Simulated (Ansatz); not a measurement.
Single-point calculation, with input and output: Ge

- system: Ge (Cmc2₁, 8 atoms in the cell)
- method: DFT PBE, scalar-relativistic, plane waves, PAW, PAW set soft_1, no spin polarisation (Ansatz 0.2.0)

The structure derives from a Materials Project entry. Figures and captions count atoms from 1; the log counts them from 0 in places.

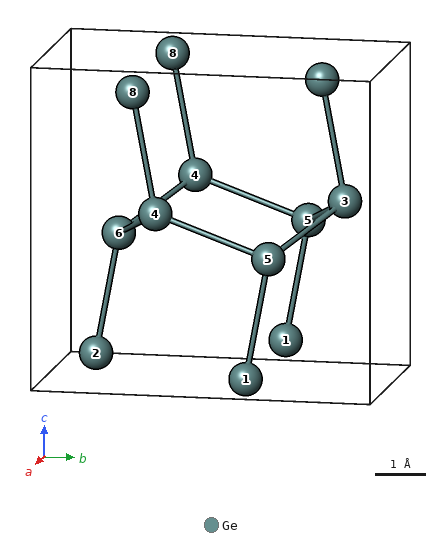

*The input geometry (ball-and-stick view of the cell of the calculation, set on other vectors, seen slightly off an axis; atoms are numbered from 1 in the order of the input). An atom can appear more than once, as a periodic image.*

Near neighbours in the periodic cell (some may lie outside the picture): Ge has 4 Ge at 2.49 to 2.55 Å.

Input file
```yaml
crystal:
  lattice:
    - [-4.0584862908, 0.0, 0.0]
    - [0.0, 0.0, -6.6930647484]
    - [0.0, -7.0295044574, 0.0]
  atoms:
    - { symbol: Ge, position: [0.0, 0.9372088633, 0.3669345639] }
    - { symbol: Ge, position: [0.5, 0.9372088633, 0.8669345639] }
    - { symbol: Ge, position: [0.5, 0.4372088633, 0.1330654361] }
    - { symbol: Ge, position: [0.0, 0.4372088633, 0.6330654361] }
    - { symbol: Ge, position: [0.0, 0.5627911367, 0.2997321027] }
    - { symbol: Ge, position: [0.5, 0.5627911367, 0.7997321027] }
    - { symbol: Ge, position: [0.5, 0.0627911367, 0.2002678973] }
    - { symbol: Ge, position: [0.0, 0.0627911367, 0.7002678973] }
basis:
  ecutwfc: 420
kpoints:
  mp_grid: { grid: [10, 6, 6] }
hamiltonian:
  xc: pbe
  pseudopotentials: { kind: paw, azcp: { folder: soft_1 } }
scf:
  occupations: { method: gaussian, width: 0.15 }
output:
  forces: true
  stress: true
  eigenvalues: true
  write_density: true
  write_potential: true
  elf: true
  volumetric_format: npy
```

Run on 4 threads of Intel Xeon @ 2.50GHz (Skylake/Cascade Lake), 12 GiB of memory available, shared host.

Command:
```bash
ansatz run input.yaml --threads 4 --pin off --max-ram 8192MiB --backend cpu --events-out ev --progress --plain --runs-dir out
```

The program's output
```
Engine: ansatz 0.2.0, x86_64-unknown-linux-gnu
Pseudopotentials: kind: paw
Pseudopotential: Ge, paw, valence charge 14, recommended cutoff 420 eV (normal), [file]
Functional definition: PBE
  parameter kappa = 0.804
  parameter beta = 0.06672455060314922
  exchange = pbe_x(kappa = kappa, mu = beta*pi^2/3)
  correlation = pbe_c(beta = beta)
Crystal: 8 atoms, lattice volume = 190.947 Å³
Basis set: ecut = 420 eV, 3717 PW (Γ), exchange–correlation on 60×90×96 points (8 copies of the dense FFT grid, shifted against one another)
Bands: 68, of which v1, the nominal top of the filled ones, is band 56 counted from 1 (55 counted from 0)
Symmetry: 8 space group operations
Space group: Cmc21 (ITA 36), of the structure as read, at distance tolerance 5.8e-5 Å
k-points: 96 of 360 (time reversal used)
Non-local potential: Ge, projectors of the file, l = 0: 2, l = 1: 2, l = 2: 3, l = 3: 1
PAW form: soft (Blöchl's): semilocal exchange-correlation on the pseudo side does not see the compensation charge
PAW one-centre angular grid: Ge, 590 points (default); XC on 64 Gauss nodes
Initial density: superposition of atomic densities (chi_scale 0.1, normalization cell)
Initial wavefunctions: pseudopotential atomic-orbital guess
Functional: x = pbe(κ = 0.804, μ = 0.2195149727645171), c = pbe(β = 0.06672455060314922)
SCF iter   1: F=—  HF=-34359.715671 eV  |F-HF|=—  |Δ(HF+E_count)|=         —  Δρ=3.29e-2  dr2=1.64e0  ethr=3.10e-3  ⟨swp⟩=6.0  Hψ=23041  notcnv=0
preconditioner: auto → Kerker (q_TF=auto, 2.496 Å⁻¹)  [metal: Δε(μ)=0.047 eV  Ē_g=22.241 eV  σ=0.150 eV  W_gap=0.17  n_scr=46 (ndim 8)  ℏωp=28.4 eV  f_vac=0.009  D(μ)=0.22/eV (n_scr^D=0)]
SCF iter   2: F=—  HF=-34359.681472 eV  |F-HF|=—  |Δ(HF+E_count)|=   3.42e-2  Δρ=2.16e-2  dr2=8.35e-1  ethr=1.47e-3  ⟨swp⟩=1.0  Hψ=7585  notcnv=0  defer=4
SCF iter   3: F=—  HF=-34359.576480 eV  |F-HF|=—  |Δ(HF+E_count)|=   1.05e-1  Δρ=3.59e-3  dr2=5.04e-2  ethr=7.46e-4  ⟨swp⟩=2.0  Hψ=6545  notcnv=0  defer=4
SCF iter   4: F=—  HF=-34359.590215 eV  |F-HF|=—  |Δ(HF+E_count)|=   1.37e-2  Δρ=1.93e-3  dr2=1.21e-2  ethr=4.50e-5  ⟨swp⟩=2.0  Hψ=11342  notcnv=0  defer=4
SCF iter   5: F=—  HF=-34359.594848 eV  |F-HF|=—  |Δ(HF+E_count)|=   4.63e-3  Δρ=7.03e-4  dr2=1.07e-3  ethr=1.08e-5  ⟨swp⟩=2.0  Hψ=11351  notcnv=0  defer=4
SCF iter   6: F=—  HF=-34359.596209 eV  |F-HF|=—  |Δ(HF+E_count)|=   1.36e-3  Δρ=2.13e-4  dr2=1.24e-4  ethr=9.52e-7  ⟨swp⟩=2.0  Hψ=11364  notcnv=0  defer=4
SCF iter   7: F=—  HF=-34359.596523 eV  |F-HF|=—  |Δ(HF+E_count)|=   3.14e-4  Δρ=7.15e-5  dr2=1.72e-5  ethr=1.11e-7  ⟨swp⟩=3.0  Hψ=11375  notcnv=0  defer=4
SCF iter   8: F=—  HF=-34359.596416 eV  |F-HF|=—  |Δ(HF+E_count)|=   1.07e-4  Δρ=2.00e-5  dr2=1.04e-6  ethr=1.53e-8  ⟨swp⟩=2.8  Hψ=11704  notcnv=0  defer=501
SCF iter   9: F=—  HF=-34359.596417 eV  |F-HF|=—  |Δ(HF+E_count)|=   8.64e-7  Δρ=1.03e-5  dr2=2.23e-7  ethr=9.30e-10  ⟨swp⟩=2.0  Hψ=11366  notcnv=0  defer=501
SCF iter  10: F=-34359.596417 eV  HF=-34359.596417 eV  |F-HF|=5.14e-8  |Δ(HF+E_count)|=   1.18e-7  Δρ=4.94e-6  dr2=4.99e-8  ethr=8.93e-11  ⟨swp⟩=13.9  Hψ=50899  notcnv=0
SCF 1 converged in 10 iterations: F = -34359.596417 eV  dr2 = 4.99e-8
  greatest PAW one-centre occupation: 0.998 electrons in one spin orbital (limit 2), on the Ge atom at site 3 (counted from 0), in its partial waves of l = 2
```

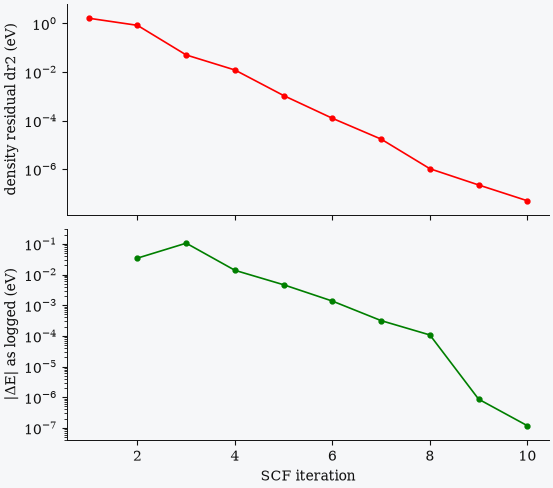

*Convergence of the self-consistent field: density residual dr2 and size of the energy change against the SCF iteration.*

The residual falls at every step.

```
SCF converged after 10 iterations
Free energy (F): -34359.596417 eV
Harris-Foulkes:  -34359.596417 eV  (|F-HF|=5.14e-8)
Internal energy: -34359.593569 eV  (E = F + TS)
E sigma→0 (E₀):  -34359.594993 eV
Entropy (-TS):   -0.002848 eV (-0.356 meV/atom)
Fermi energy:    7.934288 eV
--- Per-component energies (eV) ---
  E_band       = -1264.551057
  E_kinetic    = 736.755496
  E_local      = -18272.784365  (includes V_loc(G=0)·N_el)
  E_nonlocal   = 1737.780803
  E_hartree    = 8688.236124
  E_xc         = -570.623500
  E_vxc        = -517.206147  (∫ρ·V_xc dr)
  E_paw        = -16103.090797  (= ΣΔE_a)
  E_vpaw       = -2325.578859  (= ΣTr[D̂ρ^β])
  E_aug_tail   = 0.000112  (compensation charges beyond the density's cutoff)
  E_ewald      = -10575.867441
  E_smearing   = -0.002848  (= −TS)
  E_closure    = -0.000000  (closes the sum)
  Σ components = -34359.596417   (vs F -34359.596417, Δ=0.00e0)
--- Forces (eV/Å), atoms counted from 1 ---
  atom   1  Ge     0.00000000     0.23804821     0.19815183
  atom   2  Ge     0.00000000     0.23804821     0.19815183
  atom   3  Ge    -0.00000000    -0.23804821     0.19815183
  atom   4  Ge    -0.00000000    -0.23804821     0.19815183
  atom   5  Ge     0.00000000    -0.17874958    -0.19815222
  atom   6  Ge     0.00000000    -0.17874958    -0.19815222
  atom   7  Ge    -0.00000000     0.17874958    -0.19815222
  atom   8  Ge    -0.00000000     0.17874958    -0.19815222
  max |Σ_I F_I| component: 1.54e-6 eV/Å
--- Stress (GPa, compression-positive) ---
        0.389676       0.000000      -0.000000
        0.000000      -0.276345      -0.000000
       -0.000000      -0.000000      -1.233281
  P = ⅓ Tr σ = -0.3733 GPa (-3.733 kbar)
--- Band table (eV; the first three rows and the last of 96) ---
  k-point 0: bands = ["-16.9258", "-16.9241", "-16.9189", "-16.9174", "-16.9156", "-16.9080", "-16.9077", "-16.8902", "-16.8759", "-16.8654", "-16.8602", "-16.8601", "-16.8483", "-16.8412", "-16.8221", "-16.8194", "-16.8192", "-16.7992", "-16.7918", "-16.7650", "-16.7619", "-16.7585", "-16.7584", "-16.7318", "-16.7198", "-16.7174", "-16.7059", "-16.6988", "-16.6882", "-16.6813", "-16.6767", "-16.6720", "-16.6617", "-16.6600", "-16.6438", "-16.6397", "-16.6396", "-16.6391", "-16.6323", "-16.6234", "-4.4974", "-2.6134", "-2.5682", "-1.1181", "-0.4874", "0.6392", "1.2138", "3.6648", "5.0139", "5.2558", "6.4057", "6.5191", "6.5628", "7.4910", "7.5706", "7.9277", "7.9387", "8.0897", "8.5204", "9.4201", "10.2928", "10.3218", "10.5708", "10.8371", "11.6716", "12.0592", "12.2726", "12.8452"]
  k-point 1: bands = ["-16.9288", "-16.9258", "-16.9223", "-16.9188", "-16.9128", "-16.9073", "-16.9015", "-16.8921", "-16.8806", "-16.8710", "-16.8571", "-16.8551", "-16.8460", "-16.8383", "-16.8219", "-16.8178", "-16.8161", "-16.7961", "-16.7899", "-16.7692", "-16.7656", "-16.7591", "-16.7558", "-16.7339", "-16.7232", "-16.7138", "-16.7117", "-16.6995", "-16.6849", "-16.6841", "-16.6804", "-16.6677", "-16.6642", "-16.6621", "-16.6443", "-16.6410", "-16.6373", "-16.6371", "-16.6280", "-16.6238", "-4.4245", "-2.8686", "-2.5389", "-1.0330", "-0.5327", "0.6466", "1.6636", "3.5605", "5.0852", "5.5181", "5.5477", "6.3954", "6.5125", "6.5882", "7.7919", "7.7945", "8.2972", "8.5816", "8.8160", "9.4492", "10.3336", "10.5073", "10.7959", "10.8525", "11.6749", "12.1068", "12.2792", "12.5552"]
  k-point 2: bands = ["-16.9328", "-16.9295", "-16.9254", "-16.9216", "-16.9051", "-16.9046", "-16.8966", "-16.8952", "-16.8874", "-16.8801", "-16.8497", "-16.8490", "-16.8447", "-16.8290", "-16.8266", "-16.8081", "-16.8071", "-16.7996", "-16.7838", "-16.7799", "-16.7719", "-16.7537", "-16.7477", "-16.7402", "-16.7338", "-16.7234", "-16.7052", "-16.7002", "-16.6929", "-16.6853", "-16.6790", "-16.6723", "-16.6599", "-16.6580", "-16.6509", "-16.6450", "-16.6322", "-16.6289", "-16.6252", "-16.6242", "-4.2081", "-3.3875", "-2.3171", "-1.4804", "-0.0021", "0.6286", "2.5829", "3.5209", "4.4291", "5.2108", "5.2936", "6.0204", "6.0979", "6.7892", "7.3732", "7.4695", "8.7410", "9.0086", "9.1338", "9.4924", "10.8836", "10.8889", "11.0006", "11.0353", "11.6422", "11.9255", "12.5283", "13.2727"]
  k-point 95: bands = ["-16.9217", "-16.9217", "-16.9217", "-16.9217", "-16.9041", "-16.9041", "-16.9041", "-16.9041", "-16.8640", "-16.8640", "-16.8640", "-16.8640", "-16.8323", "-16.8323", "-16.8323", "-16.8323", "-16.7961", "-16.7961", "-16.7961", "-16.7961", "-16.7351", "-16.7351", "-16.7351", "-16.7351", "-16.7107", "-16.7107", "-16.7107", "-16.7107", "-16.6989", "-16.6989", "-16.6989", "-16.6989", "-16.6483", "-16.6483", "-16.6483", "-16.6483", "-16.6304", "-16.6304", "-16.6304", "-16.6304", "-2.0023", "-2.0023", "-2.0023", "-2.0023", "0.2118", "0.2118", "0.2118", "0.2118", "5.3835", "5.3835", "5.3835", "5.3835", "5.7940", "5.7940", "5.7940", "5.7940", "8.3346", "8.3346", "8.3346", "8.3346", "10.0744", "10.0744", "10.0744", "10.0744", "13.8198", "13.8198", "13.8198", "13.8198"]
```

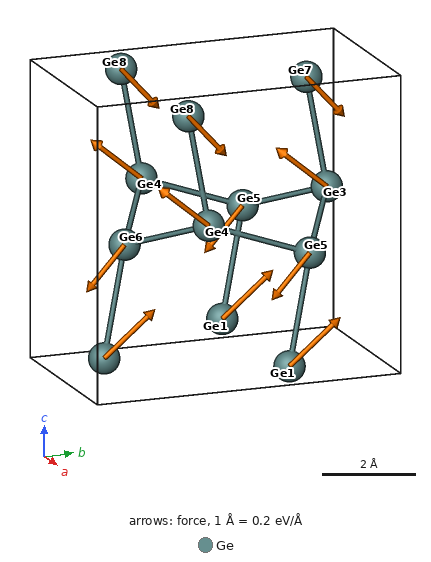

*Forces on the atoms as orange arrows (ball-and-stick view of the cell of the calculation, set on other vectors, seen slightly off an axis; atoms are numbered from 1 in the order of the input).*

The largest act on Ge1, Ge2, Ge3, Ge4 (0.31 eV/Å); Ge5, Ge6, Ge7, Ge8 (0.27 eV/Å). The geometry is not a stationary point of this energy.

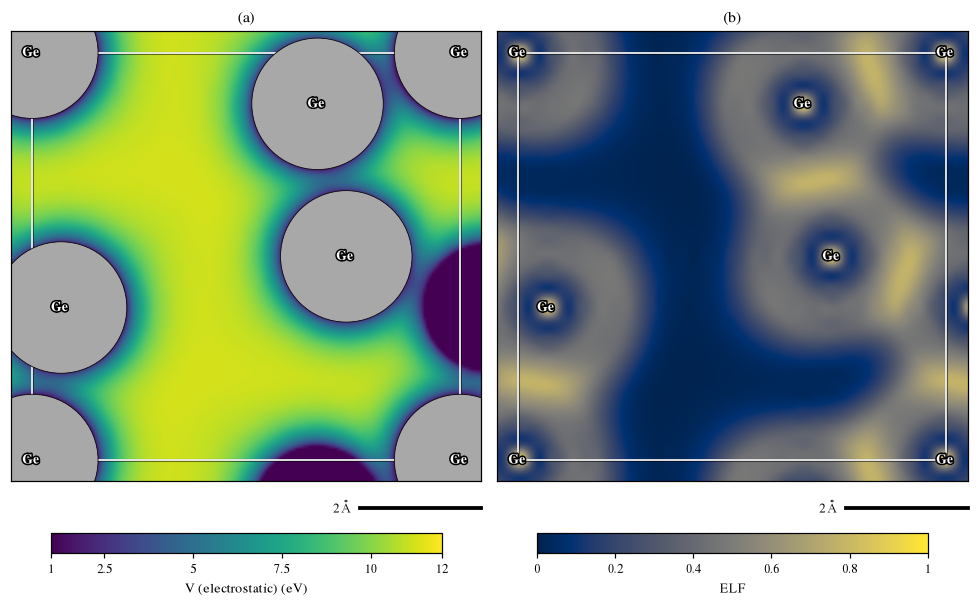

*(a) electrostatic potential energy of an electron; (b) electron localisation function on the (100) plane of the conventional cell. Grey discs, where drawn, cover atomic cores.*

Atoms in the plane: Ge. Ge–Ge (2.55 Å): the ELF peaks at about 0.80 between the atoms (localised, shared-pair bonding). The strong features right at Ge lie inside the PAW spheres (semicore, d or f shells) and say nothing about bonding. Outside the cores the potential energy rises away from the atoms and is highest about 2.5 Å from the nearest atoms; outside the discs it spans about 10 eV, and its zero is arbitrary. The fields are those of the smooth PAW valence density.

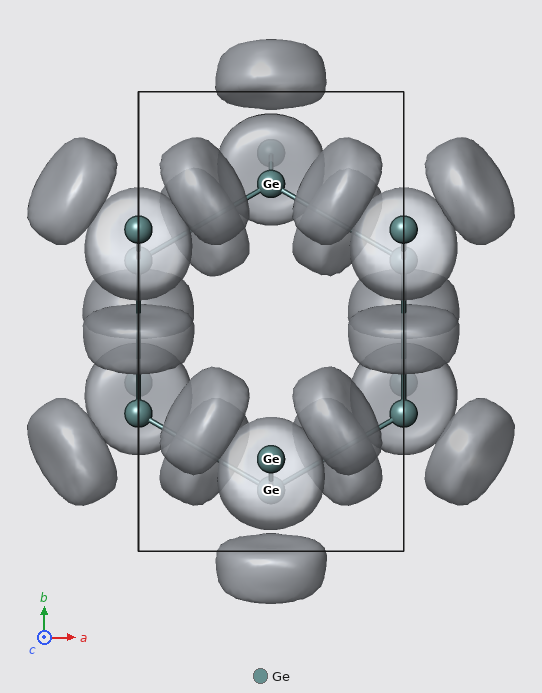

*Isosurface of the ELF at 0.55 (grey), seen along the c axis. Only the valence region is drawn (cores and ρ < 0.01 e/Å³ removed). Sticks mark near contacts. The outline is the cell set on symmetry axes.*

The ELF exceeds this value in 16 regions between bonded Ge–Ge atoms (shared pairs), counted in one cell of 8 atoms. Profiles from the grid: Ge–Ge (2.49 Å): the ELF peaks at about 0.80 between the atoms (a shared electron pair).

Key numbers

```tsv
quantity	value
outcome	converged
space group (tolerance 0.01 Å)	Cmc2₁ (36)
electrons treated	112
free energy	−34359.5964 eV
Fermi energy	7.934 eV
gap on the k-point mesh	0.01 eV
pressure	−0.37 GPa
largest force (length of the vector)	0.310 eV/Å
wall time	49 s (CPU time 3.1 min)
peak memory	1.2 GiB
```
